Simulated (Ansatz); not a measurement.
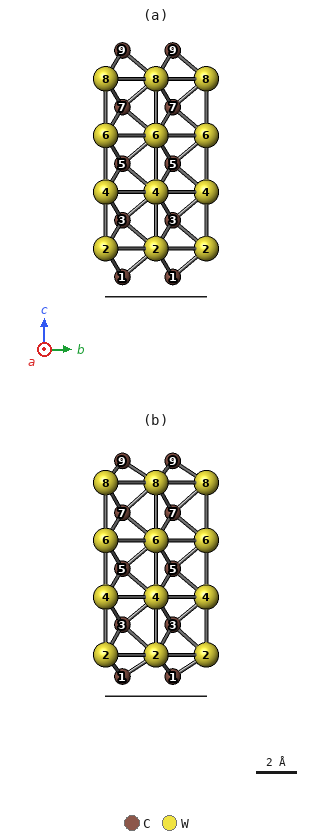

The structure of a slab of composition W4C5 (cut from the P-6m2 phase) before (top) and after (bottom) a relaxation, at one scale.

The picture is a ball-and-stick view of the 2 × 2 repeat of the cell, outlined in the plane, without the vacuum, seen along the a axis.

Case: (0 0 1) slab, atoms relaxed. The slab is the (0 0 1) face of WC.

Computed with DFT PBE, scalar-relativistic, plane waves, PAW in Ansatz 0.2.0. (plane-wave cutoff 420 eV; k-point mesh 12 × 12 × 1; occupations gaussian; smearing width 0.1 eV; no spin polarisation; dipole correction; atoms relaxed in a fixed cell; force threshold 0.02 eV/Å; at most 60 steps)

### Summarise the run.

The largest moves relative to the layer's centre, 0.27 Å, are those of C1 and C9. C9 goes along the normal (−c). Largest moves by element: C 0.27 Å, W 0.06 Å. The lattice vectors keep their values. Some distances before and after: C1–W2 2.207 → 2.009 Å, C7–W8 2.207 → 2.267 Å, W2–W4 2.847 → 2.902 Å, C3–W4 2.207 → 2.184 Å. Among the angles between lasting bonds that change: W8–C9–W8 82.9° → 93.3°, W2–C3–W2 82.9° → 80.2°. The energy falls by 1.902 eV per cell of the calculation in 4 accepted moves (6 points after the start). Largest force component: 5.5 eV/Å at the start, 0.0027 eV/Å at the end. The line search rejected the trial step at point 2 of the run. 1 step only repeated the SCF at the same geometry.
